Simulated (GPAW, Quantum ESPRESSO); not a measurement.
# Cu K ELNES/XANES of CuI (Marshite, F-43m) from DFT, part 3 of 4

Do two independent programs agree on the Cu K edge of CuI (Marshite, F-43m)? The same cell and functional are run with XSpectra and with GPAW.

Quantum ESPRESSO 7.5 and GPAW 26.7.0; core-hole supercells, plane-wave PAW LDA.

So far. Step 7 (Spectrum with FCH, Cu atom 2 (Quantum ESPRESSO)): The hole costs E(hole) − E(ground) = 8989.67 eV, and the lowest empty level of the hole cell lies at 6.16 eV, which puts the zero at 8995.84 eV. One term is added: -29.79 eV, since the hole is spin-paired here and a spin-polarised one costs that much less in the free atom (computed apart). The photon energy is then 8966.05 eV. The tabulated edge of the element is 8979 eV.

The database entry behind the starting cell differs from later determinations by our own check (about 0.15 % long (mineral sample)), so it need not match the best structure at ambient conditions.

### Step 10. The field without a hole (GPAW)

Level of this step: plane-wave PAW DFT, LDA, self-consistent field (GPAW).

The second program starts from its own ground state, on the same cell and functional.

Input file scf.py:

```python
import numpy as np
from ase import Atoms
from ase.parallel import parprint, paropen
from gpaw import GPAW, PW, FermiDirac, Mixer, MixerDif, setup_paths
from gpaw.test import gen
setup_paths.insert(0, '.')
gen('Cu', name='nch1s', xcname='LDA', corehole=(1, 0, 0), write_xml=True)
from gpaw.mpi import world
world.barrier()

atoms = Atoms('ICu',
    cell=[[0, 3.0315, 3.0315],
     [3.0315, 0, 3.0315],
     [3.0315, 3.0315, 0]],
    scaled_positions=[[0, 0, 0],
     [0.75, 0.75, 0.75]],
    pbc=True)
atoms.calc = calc = GPAW(legacy_gpaw=True, mode=PW(500, force_complex_dtype=True), xc='LDA', setups={1: 'nch1s'},
    kpts={'size': (7, 7, 7), 'gamma': True}, occupations=FermiDirac(0.05),
    charge=0, mixer=Mixer(0.1, 5, 50), maxiter=150,
    convergence={'density': 0.0001, 'eigenstates': 1e-6}, txt='scf.txt')
energy = atoms.get_potential_energy() + calc.get_reference_energy()
ef = calc.get_fermi_level()
out = dict(energy=energy, fermi=ef, forces=atoms.get_forces().tolist())
parprint(f'all-electron energy {energy:.4f} eV, Fermi level {ef:.4f} eV')
ev = np.array([[calc.get_eigenvalues(k, s) for k in range(len(calc.get_ibz_k_points()))] for s in range(calc.get_number_of_spins())])
out['homo'], out['lumo'], out['counts'] = ev[ev < ef].max(), ev[ev > ef].min(), sorted(set((ev < ef).sum((0, 2)).tolist()))
out['filled'] = (ev[:, 0] < ef).sum(1).tolist()
import json
with paropen('out.json', 'w') as f:
    json.dump(out, f)
```

The run is started by

```
$ OMP_NUM_THREADS=1 mpirun -n 4 gpaw python scf.py
```

Numbers of over 12 decimals in the logs are rounded to 6 here.

Output:

```text
Input parameters:
  convergence: {density: 0.0001,
                eigenstates: 1e-06}
  kpts: {gamma: True,
         size: (7, 7, 7)}
  maxiter: 150
  mixer: {backend: pulay,
          beta: 0.1,
          method: separate,
          nmaxold: 5,
          weight: 50}
  mode: {ecut: 500.0,
         force_complex_dtype: True,
         name: pw}
  occupations: {fixmagmom: False,
                name: fermi-dirac,
[...]
*s    :     0.821514
4p(0) :    -0.028757     1.001617
*p    :     0.971243
3d(10):    -0.195673     0.277238
*d    :     0.804327
--------------------------------

Diagonalizing with gridspacing h=0.050

state   all-electron     PAW
-------------------------------
4s:      -0.178486    -0.178572
4p:      -0.028757    -0.028678
3d:      -0.195673    -0.196155
*f:                    0.071609
-------------------------------
all-electron energy -238341.3935 eV, Fermi level 4.6007 eV
[key lines of the parts left out:]
Converged after 18 iterations.
Dipole moment: (2.064557, 2.064557, 2.064557) |e|*Ang
Free energy:     -6.811212
Fermi level: 4.60071
```

The job ended after 9.1 s (4 MPI ranks of Arm Neoverse V1, shared host; peak memory 0.17 GiB).

The mesh shows a gap of 0.96 eV, so the hole is first treated in a charged cell, without the excited electron.

### Step 11. Spectrum without a core hole, Cu atom 2 (GPAW)

Without a hole the spectrum is the empty density of states of the right symmetry on the absorber, weighted by matrix elements. It needs only the small cell and serves as the baseline. The data set with a hole of occupation 0 only carries the core orbital.

Input file xas.py:

```python
import numpy as np
from ase import Atoms
from ase.parallel import parprint, paropen
from gpaw import GPAW, PW, FermiDirac, Mixer, MixerDif, setup_paths
from gpaw.test import gen
setup_paths.insert(0, '.')
gen('Cu', name='nch1s', xcname='LDA', corehole=(1, 0, 0), write_xml=True)
from gpaw.mpi import world
world.barrier()

atoms = Atoms('ICu',
    cell=[[0, 3.0315, 3.0315],
     [3.0315, 0, 3.0315],
     [3.0315, 3.0315, 0]],
    scaled_positions=[[0, 0, 0],
     [0.75, 0.75, 0.75]],
    pbc=True)
atoms.calc = calc = GPAW(legacy_gpaw=True, mode=PW(500, force_complex_dtype=True), xc='LDA', setups={1: 'nch1s'},
    kpts={'size': (7, 7, 7), 'gamma': True}, occupations=FermiDirac(0.02),
    charge=0, mixer=Mixer(0.1, 5, 50), maxiter=150,
    convergence={'density': 0.0001, 'eigenstates': 1e-6}, txt='scf.txt')
energy = atoms.get_potential_energy() + calc.get_reference_energy()
ef = calc.get_fermi_level()
out = dict(energy=energy, fermi=ef, forces=atoms.get_forces().tolist())
parprint(f'all-electron energy {energy:.4f} eV, Fermi level {ef:.4f} eV')
ev = np.array([[calc.get_eigenvalues(k, s) for k in range(len(calc.get_ibz_k_points()))] for s in range(calc.get_number_of_spins())])
out['homo'], out['lumo'], out['counts'] = ev[ev < ef].max(), ev[ev > ef].min(), sorted(set((ev < ef).sum((0, 2)).tolist()))
out['filled'] = (ev[:, 0] < ef).sum(1).tolist()

from ase.units import Ha
from gpaw.xas import dipole_matrix_elements
nb = int(calc.get_number_of_electrons() / 2) + 36
top = nb
nscf = calc.fixed_density(kpts={'size': (6, 6, 6), 'gamma': True},
    convergence={'eigenstates': 1.0}, txt='nscf.txt')
nscf.diagonalize_full_hamiltonian(nbands=nb)
cell = atoms.cell.array
ops = [cell.T @ U.T @ np.linalg.inv(cell.T) for U in nscf.wfs.kd.symmetry.op_scc]
filled = [9]  # bands filled in the ground state, by spin
E = np.arange(-25, 34, 0.1)
fwhm = np.interp(E, [4, 25], [1.55, 3.5])
Y, X, zero, highest = 0, 0, 1e9, 1e9
for spin in range(nscf.get_number_of_spins()):
    wfs = nscf.wfs
    A = dipole_matrix_elements(wfs.setups[1])
    eps = np.zeros((wfs.kd.nibzkpts, nb))
    d = np.zeros((3, A.shape[1], wfs.kd.nibzkpts, nb), complex)
    for kpt in wfs.kpt_u:
        if kpt.s == spin and 1 in kpt.P_ani:
            eps[kpt.k] = kpt.eps_n * Ha
            d[:, :, kpt.k] = (kpt.weight * wfs.nspins / 2) ** 0.5 * np.inner(A, kpt.P_ani[1])
    world.sum(eps)
    world.sum(d)
    T = np.einsum('amkn,bmkn->abkn', d, d.conj()).real
    T = sum(np.einsum('ai,ijkn,bj->abkn', R, T, R) for R in ops) / len(ops)
    empty = np.ones_like(eps, bool) & (np.arange(nb) >= filled[spin])
    zero, highest = min(zero, eps[empty].min()), min(highest, eps[:, top - 1].min())
    lines = [(eps, T, empty)] if spin == 0 else lines + [(eps, T, empty)]
for eps, T, empty in lines:
    f = np.einsum('aakn->akn', T).reshape(3, -1)
    x = eps.ravel() - zero
    w = np.interp(x, E, fwhm) / 2.35482
    g = np.exp(-0.5 * ((E[:, None] - x) / w) ** 2) / (w * (2 * np.pi) ** 0.5)
    Y = Y + (f * empty.ravel()) @ g.T
    X = X + (f * ~empty.ravel()) @ g.T
out.update(E=E.round(2).tolist(), xas=Y.tolist(), xes=X.tolist(), zero=zero, valid=highest - zero, nk=len(eps), nb=nb)
for i in range(0, len(E), 10):
    parprint(f'{E[i]:7.2f}', *(f'{v:10.3e}' for v in Y[:, i]))
import json
with paropen('out.json', 'w') as f:
    json.dump(out, f)
```

The run is started by

```
$ OMP_NUM_THREADS=1 mpirun -n 4 gpaw python xas.py
```

Output:

```text
Input parameters:
  convergence: {density: 0.0001,
                eigenstates: 1e-06}
  kpts: {gamma: True,
         size: (7, 7, 7)}
  maxiter: 150
  mixer: {backend: pulay,
          beta: 0.1,
          method: separate,
          nmaxold: 5,
          weight: 50}
  mode: {ecut: 500.0,
         force_complex_dtype: True,
         name: pw}
  occupations: {fixmagmom: False,
                name: fermi-dirac,
[...]
*d    :     0.804327
--------------------------------

Diagonalizing with gridspacing h=0.050

state   all-electron     PAW
-------------------------------
4s:      -0.178486    -0.178572
4p:      -0.028757    -0.028678
3d:      -0.195673    -0.196155
*f:                    0.071609
-------------------------------
all-electron energy -238341.3935 eV, Fermi level 4.6162 eV
[...]
32.00  1.720e-07  1.720e-07  1.720e-07
  33.00  1.676e-07  1.676e-07  1.676e-07
[key lines of the parts left out:]
Converged after 19 iterations.
Dipole moment: (2.064484, 2.064484, 2.064484) |e|*Ang
Free energy:     -6.811212
Fermi level: 4.61619
```

Wall time 42 s (4 MPI ranks); peak memory 0.43 GiB; 2.8 min of CPU time.

The Cu K spectrum, Cu atom 2, no core hole (energy from the lowest empty level; intensity scaled to a mean of 1 over the first 20 eV):

| E (eV) | intensity |
| --- | --- |
| -2.0 | 0.00 |
| -0.5 | 0.00 |
| 1.0 | 0.10 |
| 2.5 | 0.50 |
| 4.0 | 1.29 |
| 5.5 | 1.32 |
| 7.0 | 1.14 |
| 8.5 | 0.99 |
| 10.0 | 1.14 |
| 11.5 | 1.41 |
| 13.0 | 1.09 |
| 14.5 | 1.22 |
| 16.0 | 1.04 |
| 17.5 | 0.84 |
| 19.0 | 1.01 |
| 20.5 | 1.00 |
| 22.0 | 0.94 |
| 23.5 | 1.06 |
| 25.0 | 1.06 |
| 26.5 | 0.88 |
| 28.0 | 0.96 |
| 29.5 | 1.18 |
| 31.0 | 1.09 |

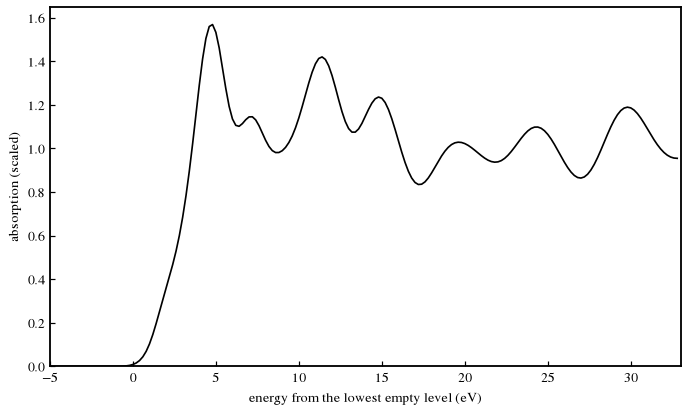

The Cu K edge, Cu atom 2, no core hole: main maxima at 4.8, 11.4 and 14.8 eV.

Main maxima below 30 eV (height): 4.8 eV (1.57), 7.2 eV (1.15), 11.4 eV (1.42), 14.8 eV (1.24), 24.4 eV (1.10) and 29.8 eV (1.19). 

The same matrix elements for filled bands give the Cu K emission of Cu atom 2 (ground-state approximation; energy from the lowest empty level, largest value 1):

| E (eV) | emission |
| --- | --- |
| -24.0 | 0.00 |
| -22.5 | 0.00 |
| -21.0 | 0.00 |
| -19.5 | 0.00 |
| -18.0 | 0.00 |
| -16.5 | 0.00 |
| -15.0 | 0.09 |
| -13.5 | 0.06 |
| -12.0 | 0.00 |
| -10.5 | 0.00 |
| -9.0 | 0.00 |
| -7.5 | 0.03 |
| -6.0 | 0.42 |
| -4.5 | 0.89 |
| -3.0 | 0.31 |
| -1.5 | 0.49 |
| 0.0 | 0.02 |
| 1.5 | 0.00 |
| 3.0 | 0.00 |

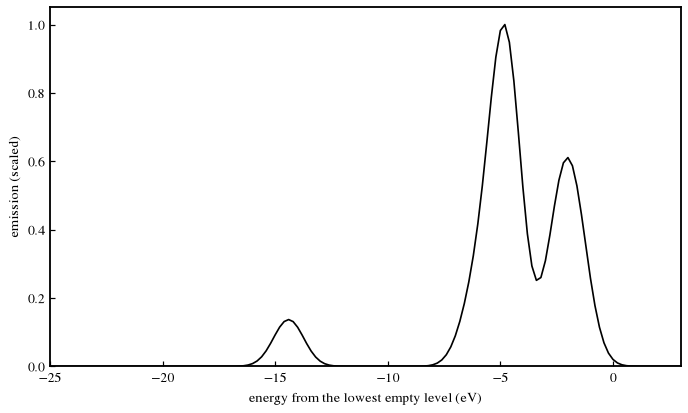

X-ray emission from the filled bands.

Emission maxima: -14.4 eV (0.14), -4.8 eV (1.00) and -2.0 eV (0.61).

### Step 12. Supercell without a hole, the energy reference (GPAW)

Total energies of two programs can't be mixed, so the cell and mesh of GPAW's hole run get a reference energy of their own.

scf.py: that of step 10 with these lines changed.

```diff
@@ -10,11 +10,17 @@
 
-atoms = Atoms('ICu',
-    cell=[[0, 3.0315, 3.0315],
-     [3.0315, 0, 3.0315],
-     [3.0315, 3.0315, 0]],
+atoms = Atoms('I4Cu4',
+    cell=[[0, 0, 6.063],
+     [6.063, 0, 0],
+     [0, 6.063, 0]],
     scaled_positions=[[0, 0, 0],
-     [0.75, 0.75, 0.75]],
+     [0, 0.5, 0.5],
+     [0.5, 0.5, 0],
+     [0.5, 0, 0.5],
+     [0.75, 0.75, 0.75],
+     [0.75, 0.25, 0.25],
+     [0.25, 0.25, 0.75],
+     [0.25, 0.75, 0.25]],
     pbc=True)
-atoms.calc = calc = GPAW(legacy_gpaw=True, mode=PW(500, force_complex_dtype=True), xc='LDA', setups={1: 'nch1s'},
-    kpts={'size': (7, 7, 7), 'gamma': True}, occupations=FermiDirac(0.05),
+atoms.calc = calc = GPAW(legacy_gpaw=True, mode=PW(500, force_complex_dtype=True), xc='LDA', setups={4: 'nch1s'},
+    kpts={'size': (3, 3, 3), 'gamma': True}, occupations=FermiDirac(0.02),
     charge=0, mixer=Mixer(0.1, 5, 50), maxiter=150,
```

The run is started by

```
$ OMP_NUM_THREADS=1 mpirun -n 4 gpaw python scf.py
```

Output:

```text
Input parameters:
  convergence: {density: 0.0001,
                eigenstates: 1e-06}
  kpts: {gamma: True,
         size: (3, 3, 3)}
  maxiter: 150
  mixer: {backend: pulay,
          beta: 0.1,
          method: separate,
          nmaxold: 5,
          weight: 50}
  mode: {ecut: 500.0,
         force_complex_dtype: True,
         name: pw}
  occupations: {fixmagmom: False,
                name: fermi-dirac,
[...]
*s    :     0.821514
4p(0) :    -0.028757     1.001617
*p    :     0.971243
3d(10):    -0.195673     0.277238
*d    :     0.804327
--------------------------------

Diagonalizing with gridspacing h=0.050

state   all-electron     PAW
-------------------------------
4s:      -0.178486    -0.178572
4p:      -0.028757    -0.028678
3d:      -0.195673    -0.196155
*f:                    0.071609
-------------------------------
all-electron energy -953365.5625 eV, Fermi level 4.6348 eV
[key lines of the parts left out:]
Converged after 23 iterations.
Dipole moment: (0.000011, 0.000011, 0.000011) |e|*Ang
Free energy:    -27.233379
Fermi level: 4.63477
```

Wall time 19 s (4 MPI ranks); peak memory 0.21 GiB; 74 s of CPU time.

Reference energy: -953365.562 eV with the cores included.

[end of part 3 of 4]

[Banner, clock and machine lines of the logs are left out without a mark of their own.]

[Logs are printed without paths, hosts, clocks, repeated set-up lines and the standing remarks that a program may print on its own settings, such as how far it seeks lower states.]

[Hosts, paths, dates, database ids (printed as entryN), source tags and the programs' standing remarks are cut or masked in the printed files.]

[Lists of maxima count a maximum above −3 eV only where it reaches 4 % of the highest in the window and stands out from its surroundings by 2 % of it (1.5 % where it reaches 55 %); shoulders and weaker maxima are passed over, and of the rest the first, up to two pre-edge ones and the few strongest are named.]
